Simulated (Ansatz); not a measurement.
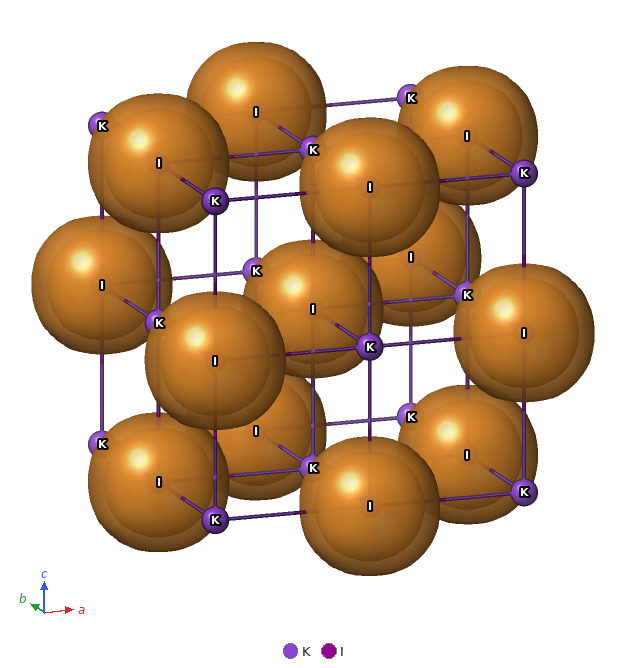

*KI. Isosurface of the electron localisation function at 0.75 (orange), seen slightly off an axis. Core shells and regions of very low density are left out. Sticks mark near contacts.*

Space group Fm-3m.

Computed with Ansatz 0.2.0, DFT PBE, scalar-relativistic, plane waves, PAW.

Q: Identify the bonds, lone pairs and shells in this picture.

A: At this value the surface marks out four regions wrapped around I (the valence shell of each), counted in one cell of 8 atoms. Regions shared between cells count once.

Values along the shortest contacts:
K–I (3.53 Å): the ELF peaks at about 0.80 in the valence shell of I, 1.3 Å from its nucleus, and drops to about 0.05 between the two atoms; an ionic contact with no shared pair.

Q: Metal or insulator at this level of theory?

A: It is gapped, with a Kohn–Sham gap of 4.0 eV on the k-point mesh (the band edges may lie off the mesh, which would make the gap smaller).
